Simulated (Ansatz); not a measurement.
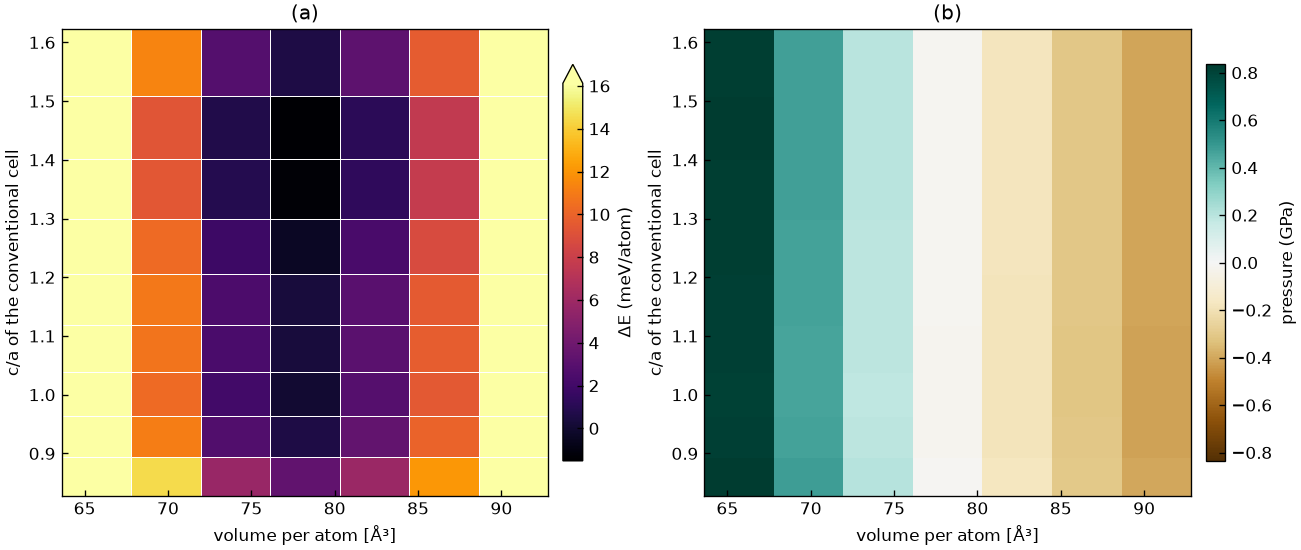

Rb (Im-3m, No. 229; 1 atom in the cell). The energy is mapped over volume and the cell's shape. First axis: volume per atom. Second axis: c/a of the conventional cell. Nothing is relaxed (symmetry fixes all fractional coordinates). Grid: 7 × 9 points. Points are written as (first, second). Energies: meV/atom, counted from the relaxed crystal. Computed with Ansatz, DFT LDA, scalar-relativistic, plane waves, PAW. Settings: cutoff 420 eV, k-mesh 14×14×14, gaussian smearing 0.15 eV, no spin polarisation.

Panel (a) is the energy; panel (b) is the computed pressure, in GPa.

Drawn: one coloured cell a grid point, one colour for all values above the top of the scale.

Q: How does the pressure vary over the map, and what is it at the lowest grid point?

A: It runs from −0.41 GPa at (90.7 Å³, 1.000) [bcc] to 0.83 GPa at (65.7 Å³, 0.861). At the lowest grid point, (78.2 Å³, 1.453), it is −0.02 GPa. The pressure is minus the slope of the energy with volume, so it vanishes at the true minimum, which need not be a grid point.
